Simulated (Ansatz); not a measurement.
C: geometry relaxation (part 2 of 2)

C (P6₂22, 9 atoms in the cell); DFT PBE, scalar-relativistic, plane waves, PAW, no spin polarisation (Ansatz 0.2.0); cutoff 420 eV, 12×12×6 k-mesh, Gaussian smearing of 0.1 eV. The structure was made by a generator, so it may or may not be a known phase.

Geometry of the input (Å; fractional positions):
```
3.1295  0.0000  0.0000
-1.5647  2.7102  0.0000
0.0000  0.0000  6.9325
C  0.8166  0.1834  0.8333
C  0.8166  0.6331  0.5000
C  0.3669  0.1834  0.1667
C  0.0000  0.0000  0.6667
C  0.0000  0.0000  0.3333
C  0.0000  0.0000  0.0000
C  0.1834  0.8166  0.8333
C  0.1834  0.3669  0.5000
C  0.6331  0.8166  0.1667
```

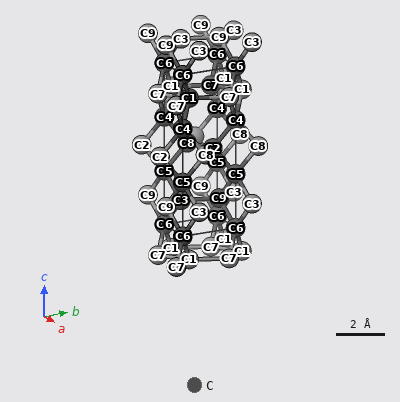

The geometry at step 3 of the log (ball-and-stick view of the cell of the calculation, seen slightly off an axis; neighbours outside the cell are drawn fainter; atoms are numbered from 1 in the order of the input).

The program's output, continued
```
SCF iter   1: F=—  HF=-2246.515592 eV  |F-HF|=—  |Δ(HF+E_count)|=         —  Δρ=1.91e-5  dr2=1.45e-7  ethr=4.24e-10  ⟨swp⟩=3.2  Hψ=11619  notcnv=0
preconditioner: auto → Kerker (q_TF=auto, 2.514 Å⁻¹)  [metal: Δε(μ)=0.037 eV  Ē_g=14.685 eV  σ=0.100 eV  W_gap=0.20  n_scr=22 (ndim 8)  ℏωp=29.1 eV  f_vac=0.000  D(μ)=1.25/eV (n_scr^D=4)]
SCF iter   2: F=—  HF=-2246.515631 eV  |F-HF|=—  |Δ(HF+E_count)|=   3.94e-5  Δρ=1.03e-5  dr2=3.55e-8  ethr=4.01e-10  ⟨swp⟩=2.3  Hψ=3301  notcnv=0
SCF iter   3: F=-2246.515631 eV  HF=-2246.515631 eV  |F-HF|=1.65e-10  |Δ(HF+E_count)|=   9.39e-9  Δρ=1.23e-6  dr2=5.67e-10  ethr=2.56e-11  ⟨swp⟩=8.5  Hψ=11253  notcnv=0
SCF 5 converged in 3 iterations: F = -2246.515631 eV  dr2 = 5.67e-10
relax step   5: F+E_penalty+E_count = -2246.51563134 eV  Δ(F+E_penalty+E_count) = +5.028e-6 eV  max|allowed force component| = 1.674e-5 eV/Å  Δτ_max = 0.0000 Å  P = +0.003 GPa  Ω = 58.776 Å³  energy of the carried Pulay correction = -6.011e-6 eV  (3 SCF iters, dr2 threshold 9.22e-9 eV, accepted)
iter 1 solved again at ethr=2.52e-8 eV; its pass at ethr=3.10e-3 eV (dr2=9.08e-6 eV) is discarded
SCF iter   1: F=—  HF=-2246.515619 eV  |F-HF|=—  |Δ(HF+E_count)|=         —  Δρ=1.61e-6  dr2=5.86e-10  ethr=2.52e-8  ⟨swp⟩=3.5  Hψ=15442  notcnv=0
eigensolver tolerance schedule: the retry pair's looser diagonalisation over-reported the residual by 15479.49 of it (diagonalisation noise at 0.14 of the residual, at the tolerance the schedule requests for it); recorded, not acted on — ethr = c·dr2/N_el stays at c = 1.0e-1
SCF iter   2: F=—  HF=-2246.515656 eV  |F-HF|=—  |Δ(HF+E_count)|=   3.71e-5  Δρ=1.03e-6  dr2=3.27e-10  ethr=1.63e-12  ⟨swp⟩=3.5  Hψ=4516  notcnv=0
SCF iter   3: F=-2246.515656 eV  HF=-2246.515656 eV  |F-HF|=2.73e-12  |Δ(HF+E_count)|=  4.87e-11  Δρ=3.13e-7  dr2=3.70e-11  ethr=1.00e-12  ⟨swp⟩=6.5  Hψ=11090  notcnv=0
SCF 6 converged in 3 iterations: F = -2246.515656 eV  dr2 = 3.70e-11
  greatest PAW one-centre occupation: 0.647 electrons in one spin orbital (limit 2), on the C atom at site 1 (counted from 0), in its partial waves of l = 0
relax step   6: F+E_penalty+E_count = -2246.51565591 eV  Δ(F+E_penalty+E_count) = -2.456e-5 eV  max|allowed force component| = 1.337e-5 eV/Å  Δτ_max = 0.0000 Å  P = +0.003 GPa  Ω = 58.776 Å³  stress off target by 4.37e-3 GPa  SCF on the basis re-selected at this cell (its energy is not comparable with the rows above)  (3 SCF iters)
basis re-selected at this cell: Δ(F+E_penalty+E_count) = -2.456e-5 eV, ΔP = +0.000 GPa vs the last step (what re-selecting the basis moved, of the pressure what is left beyond the Pulay correction that the steps carried, after the strain that the cell walked since its last selection, with what the two solves' SCF thresholds leave and, on support functions, any second-order correction that the steps lacked; it is no measure of the basis error at this ecutwfc). This SCF's stress stands 4.37e-3 GPa from its target on what of the cell is left free (relax.cell.stress_tol is 5.00e-2 GPa) and its largest allowed force component is 1.34e-5 eV/Å (relax.f_tol is 1.00e-2 eV/Å): within both
SCF converged after 3 iterations
Free energy (F): -2246.515656 eV
Harris-Foulkes:  -2246.515656 eV  (|F-HF|=2.73e-12)
Internal energy: -2246.509425 eV  (E = F + TS)
E sigma→0 (E₀):  -2246.512540 eV
Entropy (-TS):   -0.006231 eV (-0.692 meV/atom)
Fermi energy:    11.940384 eV
--- Per-component energies (eV) ---
  E_band       = 92.866207
  E_kinetic    = 811.168285
  E_local      = -723.999704  (includes V_loc(G=0)·N_el)
  E_nonlocal   = 241.028543
  E_hartree    = 178.770164
  E_xc         = -432.214815
  E_vxc        = -535.949949  (∫ρ·V_xc dr)
  E_paw        = -890.608511  (= ΣΔE_a)
  E_vpaw       = -56.921326  (= ΣTr[D̂ρ^β])
  E_aug_tail   = 0.000063  (compensation charges beyond the density's cutoff)
  E_ewald      = -1430.653450
  E_smearing   = -0.006231  (= −TS)
  E_closure    = 0.000000  (closes the sum)
  Σ components = -2246.515656   (vs F -2246.515656, Δ=0.00e0)
--- Forces (eV/Å), atoms counted from 1 ---
  atom   1  C      0.00001158    -0.00000669     0.00000000
  atom   2  C      0.00000000     0.00001337     0.00000000
  atom   3  C     -0.00001158    -0.00000669    -0.00000000
  atom   4  C      0.00000000     0.00000000     0.00000000
  atom   5  C     -0.00000000    -0.00000000    -0.00000000
  atom   6  C      0.00000000     0.00000000     0.00000000
  atom   7  C     -0.00001158     0.00000669     0.00000000
  atom   8  C     -0.00000000    -0.00001337    -0.00000000
  atom   9  C      0.00001158     0.00000669    -0.00000000
  max |Σ_I F_I| component: 3.92e-16 eV/Å
--- Stress (GPa, compression-positive) ---
        0.002052      -0.000000       0.000000
       -0.000000       0.002052       0.000000
        0.000000       0.000000       0.004369
  P = ⅓ Tr σ = 0.0028 GPa (0.028 kbar)
--- Band table (eV; the first three rows and the last of 76) ---
  k-point 0: bands = ["-9.6721", "-7.4070", "-7.4070", "-0.1424", "-0.1424", "4.0467", "4.0467", "4.3717", "5.1772", "5.1772", "6.1650", "6.3295", "6.3295", "6.3458", "6.8226", "7.2214", "8.0956", "8.0956", "12.5250", "14.0278", "14.0278", "15.1133", "15.1133", "16.7477", "17.5096", "18.5516", "18.5516"]
  k-point 1: bands = ["-9.6073", "-8.0803", "-6.6542", "-1.4301", "1.2505", "3.9177", "4.2459", "4.3977", "4.9842", "5.3565", "5.8187", "6.1026", "6.2089", "6.4650", "7.0964", "7.1951", "7.8475", "8.3146", "12.5772", "13.6609", "14.3795", "14.5501", "15.7222", "15.9283", "18.2765", "18.4652", "18.9530"]
  k-point 2: bands = ["-9.4135", "-8.6458", "-5.9131", "-2.4995", "2.6791", "3.8472", "4.4644", "4.5242", "4.7997", "5.3171", "5.3257", "5.4945", "6.1134", "6.6078", "6.9085", "7.6642", "7.7382", "8.3727", "12.7313", "13.3062", "14.2699", "14.6442", "15.0316", "16.1750", "18.1236", "19.4562", "19.7778"]
  k-point 75: bands = ["-6.4840", "-6.4840", "-3.3622", "-3.0951", "-1.9961", "-1.9961", "-0.5427", "0.7952", "2.9108", "2.9108", "4.0867", "4.0867", "5.9709", "5.9709", "9.2270", "9.8731", "10.7819", "10.7819", "15.2109", "16.1832", "16.1832", "16.8909", "16.8909", "19.3648", "19.5966", "20.7475", "20.7475"]
--- Relaxed structure (4 steps of the walk, 4 accepted, 2 SCFs on fresh bases) ---
  F+E_penalty+E_count = -2246.51565591 eV   max|allowed force component| = 1.337e-5 eV/Å   (the final SCF, on the basis selected at the relaxed cell)
  cell:  # Å, volume = 58.7756 Å³
    - [3.1289927553577237, 1.653301526906444e-33, 1.2776212893916974e-20]
    - [-1.5644963776788618, 2.709787214397256, -6.388106446954908e-21]
    - [2.830237855135727e-20, -4.5780747063478197e-33, 6.931981804949786]
  atoms:
    - { symbol: C, position: [0.8164879631919074, 0.18351203680809264, 0.8333333333333334] }
    - { symbol: C, position: [0.8164879631919073, 0.6329759263838147, 0.5000000000000001] }
    - { symbol: C, position: [0.3670240736161853, 0.18351203680809264, 0.1666666666666667] }
    - { symbol: C, position: [-1.46398062632984e-21, 1.0417893555847084e-21, 0.6666666666666666] }
    - { symbol: C, position: [-1.4639806263309368e-21, 1.0417893555847084e-21, 0.3333333333333334] }
    - { symbol: C, position: [-1.4639806263303993e-21, 1.0417893555846138e-21, 1.1975673829861376e-35] }
    - { symbol: C, position: [0.18351203680809264, 0.8164879631919075, 0.8333333333333334] }
    - { symbol: C, position: [0.18351203680809264, 0.3670240736161853, 0.5000000000000001] }
    - { symbol: C, position: [0.6329759263838148, 0.8164879631919075, 0.1666666666666667] }
```

Trajectory as extended XYZ (Å, eV, eV/Å), 6 frames, from step=1 to step=6
```
9
Lattice="3.1295 0.0000 0.0000 -1.5647 2.7102 0.0000 0.0000 0.0000 6.9325" Properties=species:S:1:pos:R:3:forces:R:3 step=1 energy=-2246.51566 pressure_GPa=-0.05
C     2.2683    0.4972    5.7771   -0.0147   0.0085   0.0000
C     1.5647    1.7159    3.4662    0.0000  -0.0169   0.0000
C     0.8611    0.4972    1.1554    0.0147   0.0085   0.0000
C     0.0000    0.0000    4.6217    0.0000   0.0000   0.0000
C     0.0000    0.0000    2.3108    0.0000   0.0000   0.0000
C     0.0000    0.0000    0.0000    0.0000   0.0000   0.0000
C    -0.7036    2.2130    5.7771    0.0147  -0.0085   0.0000
C     0.0000    0.9943    3.4662    0.0000   0.0169   0.0000
C     0.7036    2.2130    1.1554   -0.0147  -0.0085   0.0000
9
Lattice="3.1292 0.0000 0.0000 -1.5646 2.7100 0.0000 0.0000 0.0000 6.9320" Properties=species:S:1:pos:R:3:forces:R:3 step=2 energy=-2246.51574 pressure_GPa=-0.01
C     2.2680    0.4972    5.7767   -0.0055   0.0032   0.0000
C     1.5646    1.7155    3.4660    0.0000  -0.0064   0.0000
C     0.8612    0.4972    1.1553    0.0055   0.0032   0.0000
C     0.0000    0.0000    4.6213    0.0000   0.0000   0.0000
C     0.0000    0.0000    2.3107    0.0000   0.0000   0.0000
C     0.0000    0.0000    0.0000    0.0000   0.0000   0.0000
C    -0.7034    2.2127    5.7767    0.0055  -0.0032   0.0000
C     0.0000    0.9945    3.4660    0.0000   0.0064   0.0000
C     0.7034    2.2127    1.1553   -0.0055  -0.0032   0.0000
9
Lattice="3.1289 0.0000 0.0000 -1.5644 2.7097 0.0000 0.0000 0.0000 6.9325" Properties=species:S:1:pos:R:3:forces:R:3 step=3 energy=-2246.51580 pressure_GPa=-0.01
C     2.2676    0.4973    5.7770    0.0003  -0.0002   0.0000
C     1.5644    1.7151    3.4662    0.0000   0.0003   0.0000
C     0.8613    0.4973    1.1554   -0.0003  -0.0002   0.0000
C     0.0000    0.0000    4.6216    0.0000   0.0000   0.0000
C     0.0000    0.0000    2.3108    0.0000   0.0000   0.0000
C     0.0000    0.0000    0.0000    0.0000   0.0000   0.0000
C    -0.7031    2.2124    5.7770   -0.0003   0.0002   0.0000
C     0.0000    0.9945    3.4662    0.0000  -0.0003   0.0000
C     0.7031    2.2124    1.1554    0.0003   0.0002   0.0000
9
Lattice="3.1289 0.0000 0.0000 -1.5644 2.7097 0.0000 0.0000 0.0000 6.9325" Properties=species:S:1:pos:R:3:forces:R:3 step=4 energy=-2246.51564 pressure_GPa=-0.01
C     2.2676    0.4973    5.7770    0.0003  -0.0002   0.0000
C     1.5644    1.7151    3.4662    0.0000   0.0004   0.0000
C     0.8613    0.4973    1.1554   -0.0003  -0.0002   0.0000
C     0.0000    0.0000    4.6216    0.0000   0.0000   0.0000
C     0.0000    0.0000    2.3108    0.0000   0.0000   0.0000
C     0.0000    0.0000    0.0000    0.0000   0.0000   0.0000
C    -0.7031    2.2124    5.7770   -0.0003   0.0002   0.0000
C     0.0000    0.9945    3.4662    0.0000  -0.0004   0.0000
C     0.7031    2.2124    1.1554    0.0003   0.0002   0.0000
9
Lattice="3.1290 0.0000 0.0000 -1.5645 2.7098 0.0000 0.0000 0.0000 6.9320" Properties=species:S:1:pos:R:3:forces:R:3 step=5 energy=-2246.51563 pressure_GPa=0.00
C     2.2677    0.4973    5.7767    0.0000   0.0000   0.0000
C     1.5645    1.7152    3.4660    0.0000   0.0000   0.0000
C     0.8613    0.4973    1.1553    0.0000   0.0000   0.0000
C     0.0000    0.0000    4.6213    0.0000   0.0000   0.0000
C     0.0000    0.0000    2.3107    0.0000   0.0000   0.0000
C     0.0000    0.0000    0.0000    0.0000   0.0000   0.0000
C    -0.7032    2.2125    5.7767    0.0000   0.0000   0.0000
C     0.0000    0.9946    3.4660    0.0000   0.0000   0.0000
C     0.7032    2.2125    1.1553    0.0000   0.0000   0.0000
9
Lattice="3.1290 0.0000 0.0000 -1.5645 2.7098 0.0000 0.0000 0.0000 6.9320" Properties=species:S:1:pos:R:3:forces:R:3 step=6 energy=-2246.51566 pressure_GPa=0.00
C     2.2677    0.4973    5.7767    0.0000   0.0000   0.0000
C     1.5645    1.7152    3.4660    0.0000   0.0000   0.0000
C     0.8613    0.4973    1.1553    0.0000   0.0000   0.0000
C     0.0000    0.0000    4.6213    0.0000   0.0000   0.0000
C     0.0000    0.0000    2.3107    0.0000   0.0000   0.0000
C     0.0000    0.0000    0.0000    0.0000   0.0000   0.0000
C    -0.7032    2.2125    5.7767    0.0000   0.0000   0.0000
C     0.0000    0.9946    3.4660    0.0000   0.0000   0.0000
C     0.7032    2.2125    1.1553    0.0000   0.0000   0.0000
```

Key numbers

```tsv
quantity	value
outcome	converged
space group (tolerance 0.01 Å)	P6₂22 (180)
electrons treated	36
free energy	−2246.5157 eV
Fermi energy	11.940 eV
gap on the k-point mesh	none (metallic)
pressure	0.00 GPa
final volume	58.78 Å³
largest force (length of the vector) at the end	under 0.001 eV/Å
final cell	a = 3.129 Å, b = 3.129 Å, c = 6.932 Å, α = 90.00°, β = 90.00°, γ = 120.00°
hardware	1 thread of Arm Neoverse V2, 24 GiB of memory available, shared host
wall time	51 s
peak memory	0.35 GiB
```
